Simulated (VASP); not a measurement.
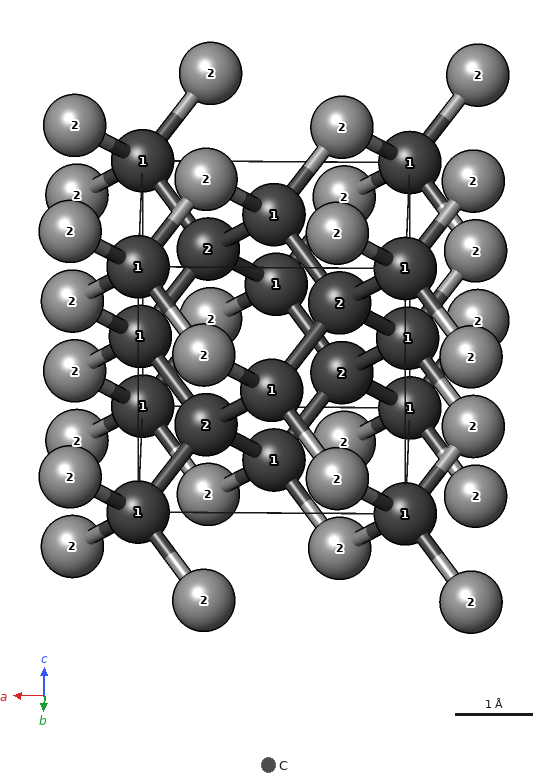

The input geometry (ball-and-stick view of the cell 4 times as large as that of the calculation, set on its symmetry axes, seen at an oblique angle; neighbours outside the cell are drawn fainter; atoms are numbered from 1 in the order of the input).

Geometry relaxation, with input and output: C

- system: C (2 atoms in the cell)
- method: DFT, plane waves, PAW, settings varied from a PBE run (VASP 6.6.1)

The structure was built on a prototype by a generator.

## OSZICAR
```
N       E                     dE             d eps       ncg     rms          rms(c)
DAV:   1     0.238776997536E+02    0.23878E+02   -0.54894E+03   720   0.179E+03
DAV:   2    -0.182374823671E+02   -0.42115E+02   -0.41401E+02  1005   0.231E+02
DAV:   3    -0.189691508550E+02   -0.73167E+00   -0.73167E+00   930   0.402E+01
DAV:   4    -0.189742505452E+02   -0.50997E-02   -0.50997E-02  1175   0.243E+00
DAV:   5    -0.189742581138E+02   -0.75686E-05   -0.75678E-05   945   0.586E-02    0.552E+00
DAV:   6    -0.184234379115E+02    0.55082E+00   -0.41715E-01   740   0.839E+00    0.322E+00
DAV:   7    -0.182382308356E+02    0.18521E+00   -0.46073E-01   770   0.892E+00    0.712E-01
DAV:   8    -0.182398383922E+02   -0.16076E-02   -0.46153E-03  1075   0.101E+00    0.429E-02
DAV:   9    -0.182398637337E+02   -0.25342E-04   -0.10096E-04   840   0.143E-01    0.229E-02
DAV:  10    -0.182398791427E+02   -0.15409E-04   -0.17332E-05  1020   0.776E-02    0.191E-03
DAV:  11    -0.182398790505E+02    0.92213E-07   -0.19696E-07   970   0.629E-03
   1 F= -.18239879E+02 E0= -.18239879E+02  d E =-.182399E+02
```

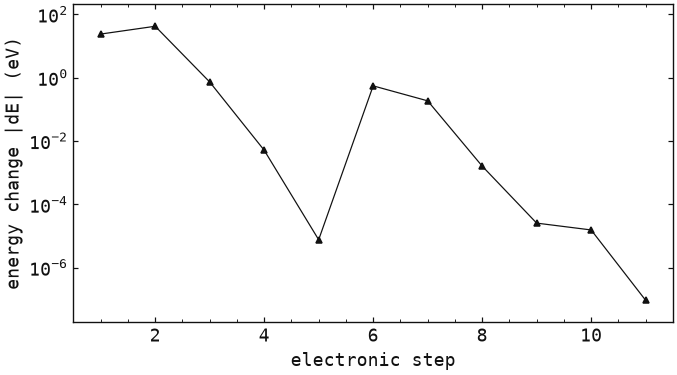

Convergence of the self-consistent field: energy change |dE| against the electronic step. It takes 11 electronic steps. The density is held fixed in the first few steps, and dE rises again when its update begins.

## Parts of OUTCAR
```
k-points           NKPTS =     72   k-points in BZ     NKDIM =     72   number of bands    NBANDS=      5

   NELECT =       8.0000    total number of electrons

   dimension x,y,z NGX =    20 NGY =   20 NGZ =   20
   dimension x,y,z NGXF=    40 NGYF=   40 NGZF=   40

  energy-cutoff  :      600.00
  volume of cell :       10.81
      direct lattice vectors                 reciprocal lattice vectors
     0.000000000  1.755144818  1.755144818    -0.284876778  0.284876778  0.284876778
     1.755144818  0.000000000  1.755144818     0.284876778 -0.284876778  0.284876778
     1.755144818  1.755144818  0.000000000     0.284876778  0.284876778 -0.284876778

 k-points in reciprocal lattice and weights: KPOINTS created by Atomic Simulation Env
   0.00000000  0.00000000  0.00000000       0.001
   0.08333333  0.00000000  0.00000000       0.005
   0.16666667  0.00000000  0.00000000       0.005
   0.25000000  0.00000000  0.00000000       0.005
   0.33333333  0.00000000  0.00000000       0.005
   0.41666667  0.00000000  0.00000000       0.005
   0.50000000  0.00000000  0.00000000       0.002
   0.08333333  0.08333333  0.00000000       0.003
   0.16666667  0.08333333  0.00000000       0.014
   0.25000000  0.08333333  0.00000000       0.014
   0.33333333  0.08333333  0.00000000       0.014
   0.41666667  0.08333333  0.00000000       0.014
   0.50000000  0.08333333  0.00000000       0.014
  -0.41666667  0.08333333  0.00000000       0.014
  -0.33333333  0.08333333  0.00000000       0.014
  -0.25000000  0.08333333  0.00000000       0.014
  -0.16666667  0.08333333  0.00000000       0.014
  -0.08333333  0.08333333  0.00000000       0.007
   0.16666667  0.16666667  0.00000000       0.003
   0.25000000  0.16666667  0.00000000       0.014
   0.33333333  0.16666667  0.00000000       0.014
   0.41666667  0.16666667  0.00000000       0.014
   0.50000000  0.16666667  0.00000000       0.014
  -0.41666667  0.16666667  0.00000000       0.014
  -0.33333333  0.16666667  0.00000000       0.014
  -0.25000000  0.16666667  0.00000000       0.014
  -0.16666667  0.16666667  0.00000000       0.007
   0.25000000  0.25000000  0.00000000       0.003
   0.33333333  0.25000000  0.00000000       0.014
   0.41666667  0.25000000  0.00000000       0.014
   0.50000000  0.25000000  0.00000000       0.014
  -0.41666667  0.25000000  0.00000000       0.014
  -0.33333333  0.25000000  0.00000000       0.014
  -0.25000000  0.25000000  0.00000000       0.007
   0.33333333  0.33333333  0.00000000       0.003
   0.41666667  0.33333333  0.00000000       0.014
   0.50000000  0.33333333  0.00000000       0.014
  -0.41666667  0.33333333  0.00000000       0.014
  -0.33333333  0.33333333  0.00000000       0.007
   0.41666667  0.41666667  0.00000000       0.003
   0.50000000  0.41666667  0.00000000       0.014
  -0.41666667  0.41666667  0.00000000       0.007
   0.50000000  0.50000000  0.00000000       0.002
   0.25000000  0.16666667  0.08333333       0.014
   0.33333333  0.16666667  0.08333333       0.028
   0.41666667  0.16666667  0.08333333       0.028
   0.50000000  0.16666667  0.08333333       0.028
  -0.41666667  0.16666667  0.08333333       0.014
   0.33333333  0.25000000  0.08333333       0.014
   0.41666667  0.25000000  0.08333333       0.028
   0.50000000  0.25000000  0.08333333       0.028
  -0.41666667  0.25000000  0.08333333       0.028
  -0.33333333  0.25000000  0.08333333       0.028
  -0.25000000  0.25000000  0.08333333       0.028
  -0.16666667  0.25000000  0.08333333       0.014
   0.41666667  0.33333333  0.08333333       0.014
   0.50000000  0.33333333  0.08333333       0.028
  -0.41666667  0.33333333  0.08333333       0.028
  -0.33333333  0.33333333  0.08333333       0.028
  -0.25000000  0.33333333  0.08333333       0.014
   0.50000000  0.41666667  0.08333333       0.014
  -0.41666667  0.41666667  0.08333333       0.028
  -0.33333333  0.41666667  0.08333333       0.014
  -0.41666667  0.50000000  0.08333333       0.007
   0.50000000  0.33333333  0.16666667       0.014
  -0.41666667  0.33333333  0.16666667       0.028
  -0.33333333  0.33333333  0.16666667       0.014
  -0.41666667  0.41666667  0.16666667       0.014
  -0.33333333  0.41666667  0.16666667       0.028
  -0.25000000  0.41666667  0.16666667       0.014
  -0.33333333  0.50000000  0.16666667       0.007
  -0.25000000  0.50000000  0.25000000       0.003

 E-fermi :  10.8232

 k-point     1 :       0.0000    0.0000    0.0000
  band No.  band energies     occupation
      1     -11.7266      2.00000
      2      10.4319      2.00000
      3      10.4319      2.00000
      4      10.4319      2.00000
      5      16.1549      0.00000

 k-point     2 :       0.0833    0.0000    0.0000
  band No.  band energies     occupation
      1     -11.5276      2.00000
      2       9.1559      2.00000
      3      10.0917      2.00000
      4      10.0917      2.00000
      5      16.6008      0.00000

 k-point     3 :       0.1667    0.0000    0.0000
  band No.  band energies     occupation
      1     -10.9334      2.00000
      2       6.5342      2.00000
      3       9.3565      2.00000
      4       9.3565      2.00000
      5      17.5633      0.00000

 k-point     4 :       0.2500    0.0000    0.0000
  band No.  band energies     occupation
      1      -9.9514      2.00000
      2       3.6013      2.00000
      3       8.6021      2.00000
      4       8.6021      2.00000
      5      18.4481      0.00000

 k-point     5 :       0.3333    0.0000    0.0000
  band No.  band energies     occupation
      1      -8.6019      2.00000
      2       0.7239      2.00000
      3       8.0051      2.00000
      4       8.0051      2.00000
      5      18.9335      0.00000

 [... the levels of 66 k-points are left out ...]

 k-point    72 :      -0.2500    0.5000    0.2500
  band No.  band energies     occupation
      1      -1.8287      2.00000
      2      -1.8287      2.00000
      3       1.6865      2.00000
      4       1.6865      2.00000
      5      21.2718      0.00000

  Total        1.4686261      1.4686261      1.4686261     -0.0000000     -0.0000000     -0.0000000
  in kB      217.5970241    217.5970241    217.5970241     -0.0000000     -0.0000000     -0.0000000
  external PRESSURE =     217.5970241 kB  Pullay stress =       0.0000000 kB

 POSITION                                       TOTAL-FORCE (eV/Angst)
 -----------------------------------------------------------------------------------
      0.00000      0.00000      0.00000        -0.000000     -0.000000     -0.000000
      0.87757      0.87757      0.87757         0.000000      0.000000      0.000000
 -----------------------------------------------------------------------------------
    total drift:                                0.000000      0.000000      0.000000

  FREE ENERGIE OF THE ION-ELECTRON SYSTEM (eV)
  ---------------------------------------------------
  free  energy   TOTEN  =       -18.2398790505 eV

  energy  without entropy=      -18.2398790505  energy(sigma->0) =      -18.23987905
```

## CONTCAR
```
C
   1.00000000000000
     0.0000000000000000    1.7551448183000000    1.7551448183000000
     1.7551448183000000    0.0000000000000000    1.7551448183000000
     1.7551448183000000    1.7551448183000000    0.0000000000000000
  C
     2
Direct
     0.0000000000000000    0.0000000000000000    0.0000000000000000
     0.2500000000000000    0.2500000000000000    0.2500000000000000

  0.00000000E+00  0.00000000E+00  0.00000000E+00
  0.00000000E+00  0.00000000E+00  0.00000000E+00
```

This output came from the following input.

## INCAR
```
ENCUT = 600.000000
SIGMA = 0.020000
EDIFF = 1.00e-07
EDIFFG = -5.00e-03
GGA = PE
PREC = Accurate
IBRION = 2
ISMEAR = -1
NELM = 120
NSW = 40
LASPH = .TRUE.
LCHARG = .FALSE.
LWAVE = .FALSE.
LREAL = .TRUE.
ISIF = 5
NBANDS = 5
```

## KPOINTS
```
KPOINTS created by Atomic Simulation Environment
0
Gamma
12 12 12
0 0 0
```

## POSCAR
```
C
 1.0000000000000000
     0.0000000000000000    1.7551448183000000    1.7551448183000000
     1.7551448183000000    0.0000000000000000    1.7551448183000000
     1.7551448183000000    1.7551448183000000    0.0000000000000000
 C
   2
Cartesian
  0.0000000000000000  0.0000000000000000  0.0000000000000000
  0.8775724091500000  0.8775724091500000  0.8775724091500000
```

Launched with:
```bash
mpirun -np 1 vasp_std
```

## Summary

| quantity | value |
| --- | --- |
| outcome | converged |
| space group (tolerance 0.01 Å) | Fd-3m (227) |
| electrons treated | 8 |
| free energy | −18.2399 eV |
| Fermi energy | 10.823 eV |
| pressure | 21.76 GPa |
| final volume | 10.81 Å³ |
| largest force (length of the vector) | under 0.001 eV/Å |
| hardware | 1 CPU thread, shared host |
| wall time | 5.3 s |
| peak memory | 0.11 GiB |

## Notes

Settings chosen away from the usual ones: LREAL = .TRUE.; ISIF = 5; NBANDS changed. These settings are looser than, or depart from, a standard set-up, so the numbers are not reference values for this system.
